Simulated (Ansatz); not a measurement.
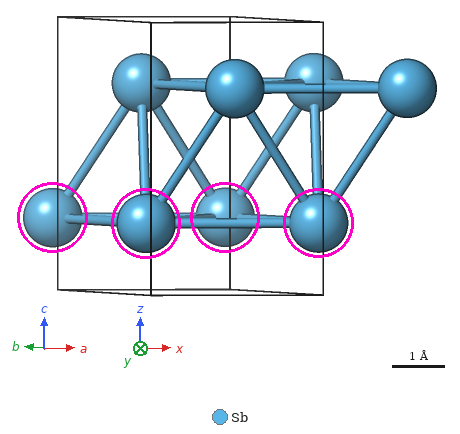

A crystal of Sb (P6_3/mmc): Sb1 (one in each cell of 2 atoms) is moved over the plane of the Cartesian directions x and z, all else fixed. The picture shows the reference cell. The ringed atoms are those of the scanned coordinate. Style: ball-and-stick. Shown: the cell of the calculation, repeated 2 × 2 × 1 with one cell outlined, nearly along the normal of the scanned plane.

Theory: DFT PBEsol, scalar-relativistic, plane waves, PAW (Ansatz 0.2.0). (plane-wave cutoff 420 eV; k-point mesh 18 × 18 × 10; occupations gaussian; smearing width 0.15 eV; no spin polarisation). Energies (free energies at the smearing named) are counted from the cell as listed in its source, which wasn't relaxed.

```
CELL_PARAMETERS angstrom
3.36900 0.00000 0.00000
-1.68450 2.91764 0.00000
0.00000 0.00000 5.33000
ATOMIC_POSITIONS crystal
Sb 0.33333 0.66667 0.25000
Sb 0.66667 0.33333 0.75000
```

Question: Give the energy at each point on a grid with rows −0.20, −0.10, 0.00, 0.10, 0.20 and columns −0.20, −0.10, 0.00, 0.10, 0.20 (displacement along x (Å); displacement along z (Å)).

Answer: Rows: displacement along x (Å); columns: displacement along z (Å); values in meV/cell.

|  | −0.20 | −0.10 | 0.00 | 0.10 | 0.20 |
| --- | --- | --- | --- | --- | --- |
| −0.20 | 26.0 | 3.2 | −4.6 | 3.2 | 26.0 |
| −0.10 | 25.8 | 5.6 | −1.3 | 5.6 | 25.8 |
| 0.00 | 25.9 | 6.6 | 0.0 | 6.6 | 25.9 |
| 0.10 | 25.8 | 5.6 | −1.3 | 5.6 | 25.8 |
| 0.20 | 26.0 | 3.2 | −4.6 | 3.2 | 26.0 |

In pairs of (displacement along x (Å); displacement along z (Å)): the lowest computed points lie at (−0.20, 0.00), (0.20, 0.00) (−4.6 meV/cell), the highest at (−0.20, −0.20), (−0.20, 0.20), (0.20, 0.20), (0.20, −0.20) (26.0 meV/cell). It lies on the edge of the grid, so the true minimum may be outside the range scanned.
